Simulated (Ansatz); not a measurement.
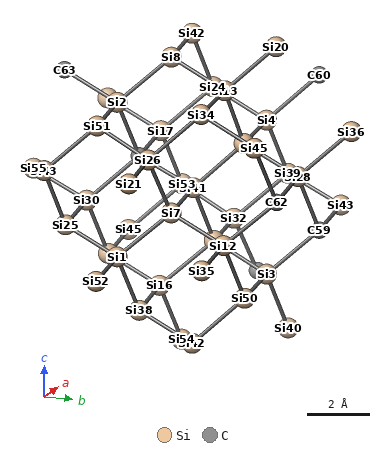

Solid Si56C8 (a generated structure, set up in P1), before the relaxation. Style: ball-and-stick. Shown: the atoms within 5.8 Å of the atom that moves most (axes of the cell of the calculation (origin shifted)), from a free direction.

Computed with DFT, PBEsol, PAW, plane waves in Ansatz 0.2.0.

(plane-wave cutoff 420 eV; k-point mesh 1 × 1 × 1; mesh shifted by (0.5, 0.5, 0.5); no spin polarisation; cell relaxed at fixed shape; force threshold 0.03 eV/Å; at most 80 steps)

```
Si C
1.0
    10.41462    0.00000    0.00000
     0.00000   10.41462    0.00000
     0.00000    0.00000   10.41462
Si C
56 8
Direct
  0.99993 0.99716 0.00152
  0.99809 0.99824 0.50035
  0.00314 0.49958 0.00093
  0.99609 0.50240 0.49944
  0.50184 0.00045 0.00246
  0.50324 0.50117 0.00171
  0.12553 0.12633 0.12440
  0.12610 0.12673 0.62685
  0.62285 0.12773 0.12584
  0.62792 0.12365 0.62552
  0.62370 0.62649 0.62326
  0.25066 0.24914 0.00021
  0.25059 0.25328 0.50009
  0.24881 0.74878 0.99643
  0.24860 0.75011 0.49599
  0.74890 0.24662 0.00306
  0.75011 0.25049 0.50202
  0.75141 0.75160 0.00210
  0.74945 0.75195 0.49918
  0.37422 0.37402 0.62309
  0.37610 0.87732 0.12506
  0.37679 0.87714 0.62632
  0.87517 0.37737 0.12939
  0.87616 0.37298 0.62464
  0.87306 0.87729 0.12477
  0.24615 0.99707 0.24931
  0.24731 0.99905 0.75187
  0.24614 0.50217 0.25177
  0.24708 0.50273 0.75271
  0.74866 0.00138 0.25049
  0.74740 0.99825 0.74823
  0.74870 0.49733 0.24723
  0.75090 0.49995 0.74609
  0.37199 0.12265 0.37692
  0.37104 0.12515 0.87349
  0.37513 0.62770 0.37734
  0.37709 0.62636 0.87305
  0.87653 0.12429 0.87548
  0.87666 0.62526 0.37301
  0.87212 0.62790 0.87582
  0.00374 0.25217 0.25182
  0.00104 0.24941 0.75041
  0.00005 0.75111 0.25244
  0.99911 0.75221 0.74875
  0.49852 0.24845 0.24897
  0.50144 0.24943 0.74779
  0.50087 0.75535 0.25034
  0.50209 0.75090 0.75162
  0.12569 0.37141 0.37593
  0.12450 0.37392 0.87733
  0.12631 0.87648 0.37691
  0.11993 0.87564 0.87735
  0.62822 0.37439 0.37681
  0.62516 0.37401 0.87610
  0.62244 0.87585 0.37280
  0.62637 0.87068 0.87651
  0.50032 0.99992 0.49789
  0.50011 0.50172 0.50110
  0.12458 0.62560 0.12482
  0.12358 0.62594 0.62600
  0.62868 0.62739 0.12472
  0.37482 0.37591 0.12088
  0.87190 0.87445 0.62495
  0.87412 0.12538 0.37457
```

> What does the optimiser find from here?

Over 6 geometry steps the energy falls by 274 meV per atom. The largest force component goes from 3.9 to 0.023 eV/Å. The pressure goes from 2.91 to 0.00 GPa. The atom that moves furthest relative to the cell is Si41 (0.44 Å along [−3 −2 3]). By element the largest moves are Si 0.44 Å, C 0.18 Å. The drawn cell changes as follows: a = b = c 10.415 → 10.327 Å (−0.8 %); the volume changes by −2.5 %. Near-neighbour distances that change, for instance: Si3–Si43 3.705 → 3.076 Å, Si10–Si55 3.687 → 3.066 Å, Si17–Si41 3.711 → 3.106 Å, Si20–Si36 3.678 → 3.081 Å. Among the angles between lasting bonds that change: Si53–Si17–C64 108.3° → 124.5°, Si25–Si43–Si39 109.4° → 94.7°, Si25–Si43–C59 108.7° → 122.9°. The space group stays P1 (No. 1). The run took 12 s on 1 × NVIDIA GB300 Max-Q with 8 threads of Arm Neoverse-V2, peak memory 1.9 GiB.

Step by step:

| step | E − E(0), meV/atom | largest force component, eV/Å | pressure, GPa |
| --- | --- | --- | --- |
| 0 | 0.00 | 3.9457 | 2.91 |
| 1 | -203.47 | 1.5875 | -0.25 |
| 2 | -263.17 | 0.8022 | -2.76 |
| 3 | -273.17 | 0.4374 | -0.76 |
| 4 | -273.30 | 0.4473 | 0.20 |
| 5 | -274.52 | 0.0228 | 0.01 |
| 6 | -274.34 | 0.0229 | 0.00 |

After the run, drawn alike:

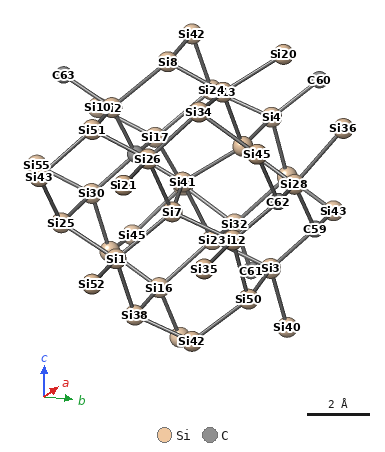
